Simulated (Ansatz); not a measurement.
Al$_{25}$N$_{24}$ (cell charge +1, with a compensating background) (cell with a defect)

Input file:

```
crystal:
  lattice:
    - [3.1302084199, -5.4216800216, 5.0180433219]
    - [3.1302084199, 5.4216800216, 5.0180433219]
    - [-6.2604168399, 0.0, 5.0180433219]
  atoms:
    - { symbol: Al, position: [0.6656509754, 0.3331132851, 0.4996499683] }
    - { symbol: Al, position: [0.9944854297, 0.6589638652, 0.8260735518] }
    - { symbol: Al, position: [0.3331132851, 0.4996499683, 0.6656509754] }
    - { symbol: Al, position: [0.8304935023, 0.501418196, 0.1644336762] }
    - { symbol: Al, position: [0.1808877638, 0.3605594198, 1.0017639087] }
    - { symbol: Al, position: [0.4996499683, 0.6656509754, 0.3331132851] }
    - { symbol: Al, position: [0.8260735518, 0.9944854297, 0.6589638652] }
    - { symbol: Al, position: [0.1644336762, 0.8304935023, 0.501418196] }
    - { symbol: Al, position: [0.501418196, 0.1644336762, 0.8304935023] }
    - { symbol: Al, position: [0.6589638652, 0.8260735518, 0.9944854297] }
    - { symbol: Al, position: [1.0017639087, 0.1808877638, 0.3605594198] }
    - { symbol: Al, position: [0.3605594198, 1.0017639087, 0.1808877638] }
    - { symbol: Al, position: [0.6649346457, 0.4946354418, 0.8313708675] }
    - { symbol: Al, position: [0.9892984867, 0.8298946504, 0.1471462782] }
    - { symbol: Al, position: [0.3346651003, 0.6705843703, 0.9972583691] }
    - { symbol: Al, position: [0.8313708675, 0.6649346457, 0.4946354418] }
    - { symbol: Al, position: [0.1680337686, 0.5058445788, 0.3333507084] }
    - { symbol: Al, position: [0.4946354418, 0.8313708675, 0.6649346457] }
    - { symbol: Al, position: [0.8298946504, 0.1471462782, 0.9892984867] }
    - { symbol: Al, position: [0.1471462782, 0.9892984867, 0.8298946504] }
    - { symbol: Al, position: [0.5058445788, 0.3333507084, 0.1680337686] }
    - { symbol: Al, position: [0.6705843703, 0.9972583691, 0.3346651003] }
    - { symbol: Al, position: [0.9972583691, 0.3346651003, 0.6705843703] }
    - { symbol: Al, position: [0.3333507084, 0.1680337686, 0.5058445788] }
    - { symbol: "N", position: [0.7932716243, 0.4611092604, 0.6251462835] }
    - { symbol: "N", position: [0.1269505451, 0.7718819471, 0.9490034485] }
    - { symbol: "N", position: [0.4611092604, 0.6251462835, 0.7932716243] }
    - { symbol: "N", position: [0.9599219913, 0.6269875341, 0.2890231161] }
    - { symbol: "N", position: [0.3053532518, 0.4704790359, 0.1323898529] }
    - { symbol: "N", position: [0.6251462835, 0.7932716243, 0.4611092604] }
    - { symbol: "N", position: [0.9490034485, 0.1269505451, 0.7718819471] }
    - { symbol: "N", position: [0.2890231161, 0.9599219913, 0.6269875341] }
    - { symbol: "N", position: [0.6269875341, 0.2890231161, 0.9599219913] }
    - { symbol: "N", position: [0.7718819471, 0.9490034485, 0.1269505451] }
    - { symbol: "N", position: [0.1323898529, 0.3053532518, 0.4704790359] }
    - { symbol: "N", position: [0.4704790359, 0.1323898529, 0.3053532518] }
    - { symbol: "N", position: [0.4619163304, 0.2949782116, 0.6287141926] }
    - { symbol: "N", position: [0.7902718147, 0.6230577113, 0.9569604407] }
    - { symbol: "N", position: [0.1277919143, 0.4573145447, 0.7926829965] }
    - { symbol: "N", position: [0.6287141926, 0.4619163304, 0.2949782116] }
    - { symbol: "N", position: [0.9571056293, 0.2978773197, 0.1267121409] }
    - { symbol: "N", position: [0.2949782116, 0.6287141926, 0.4619163304] }
    - { symbol: "N", position: [0.6230577113, 0.9569604407, 0.7902718147] }
    - { symbol: "N", position: [0.9569604407, 0.7902718147, 0.6230577113] }
    - { symbol: "N", position: [0.2978773197, 0.1267121409, 0.9571056293] }
    - { symbol: "N", position: [0.4573145447, 0.7926829965, 0.1277919143] }
    - { symbol: "N", position: [0.7926829965, 0.1277919143, 0.4573145447] }
    - { symbol: "N", position: [0.1267121409, 0.9571056293, 0.2978773197] }
    - { symbol: Al, position: [0.0980324984, 0.0980324984, 0.0980324984] }
  host:
    lattice:
      - [3.1302084199, 0.0, 0.0]
      - [-1.56510421, 2.7108400108, 0.0]
      - [0.0, 0.0, 5.0180433219]
    atoms:
      - { symbol: Al, position: [0.6666666667, 0.3333333333, 0.4992342259] }
      - { symbol: Al, position: [0.3333333333, 0.6666666667, 0.9992342259] }
      - { symbol: "N", position: [0.6666666667, 0.3333333333, 0.8807657741] }
      - { symbol: "N", position: [0.3333333333, 0.6666666667, 0.3807657741] }
total_charge: 1
basis:
  ecutwfc: 420
  xc_grid: 2
kpoints:
  mp_grid: { grid: [2, 2, 2], shift: [0.5, 0.5, 0.5] }
hamiltonian:
  xc: pbe
scf:
  occupations: { method: gaussian, width: 0.01 }
output:
  forces: true
  stress: false
  eigenvalues: true
  charged_corrections:
    defect_position: [0.06944444, 0.06944444, 0.06944444]
    epsilon: [[8.2944, 0.0, 0.0], [0.0, 8.2944, 0.0], [0.0, 0.0, 9.8365]]
  write_density: true
  write_potential: true
  elf: true
  volumetric_format: npy
relax:
  adjacent_minimum: "off"
  f_tol: 0.025
  max_steps: 45
```

Command:

```sh
ansatz run input.yaml --threads 4 --pin off --max-ram 6144MiB --backend cpu --events-out ev --progress --plain --runs-dir out
```

The fields are those of the relaxed geometry.

Method: DFT PBE, scalar-relativistic, plane waves, PAW in Ansatz 0.2.0.

In a PAW calculation such maps are meaningful between the atoms, not at the nuclei.

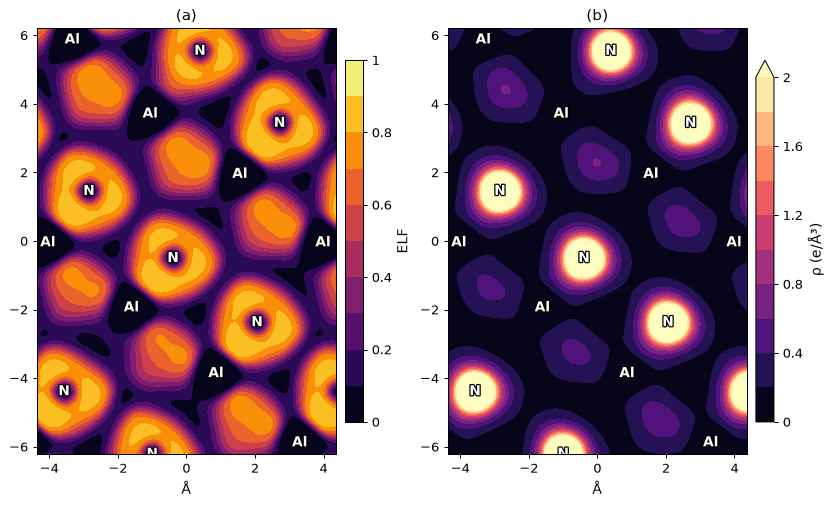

Figure 1. (a) ELF; (b) valence charge density (pseudo) on the (101̄) plane of the calculation cell.

Interpret the plot.

Answer. The plane passes through Al and N nuclei. Atoms just off the plane (Al, 0.8 Å away and N, 0.9 Å away) can leave unmarked features too. Al–N (1.88 Å): ρ is about 0.69 e/Å³ halfway; the ELF peaks at about 0.90 between the atoms: a shared but strongly polarised pair. Between the atoms the lowest density in this plane is 0.06 e/Å³.

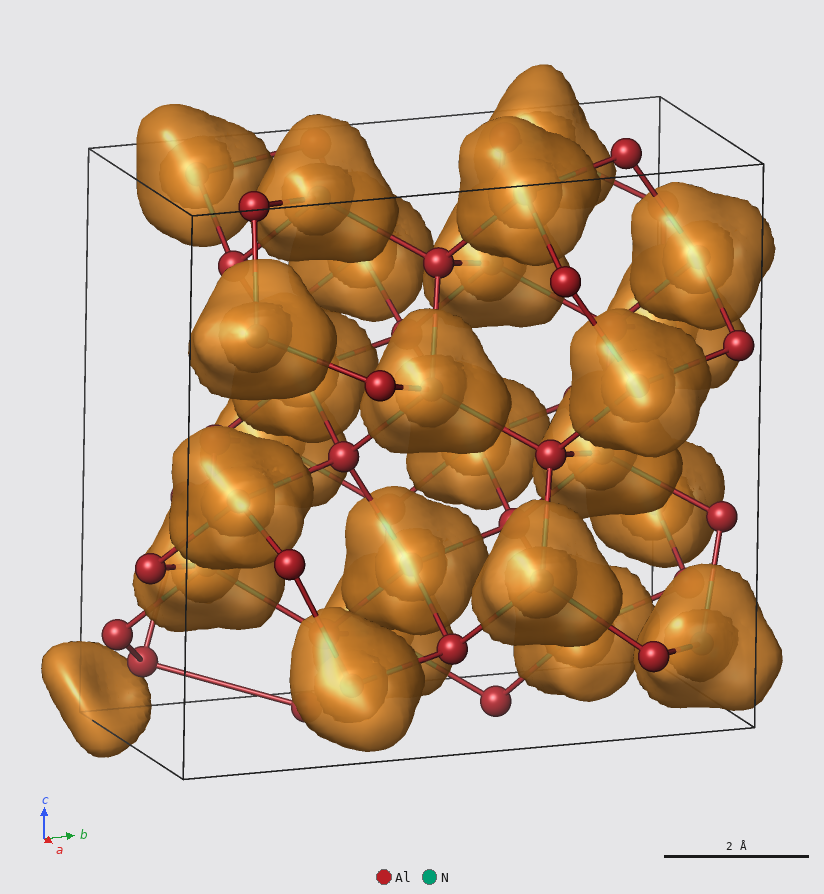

Figure 2. Isosurface of the electron localisation function at 0.75 (orange), seen slightly off an axis. Only the valence region is drawn (cores and ρ < 0.01 e/Å³ removed). Sticks mark near contacts.

Identify the bonds, lone pairs and shells in this picture.

Answer. The surface consists of 24 regions on N in which the atom's valence shell and bonds are merged and one pocket between the atoms, centred on no nucleus (multi-centre or interstitial), counted in one cell of 49 atoms. Regions shared between cells count once. Along the contacts the grid gives the following. Al–N (1.83 Å): the ELF peaks at about 0.90 in the valence shell of N, 0.8 Å from its nucleus, and is about 0.85 at the midpoint. Al–Al (2.38 Å): the ELF peaks at about 0.80 between the atoms.

Does the calculation make it a metal, or give it a gap?

Answer. It is gapped, with a Kohn–Sham gap of 1.8 eV on the k-point mesh (the band edges may lie off the mesh, which would make the gap smaller).
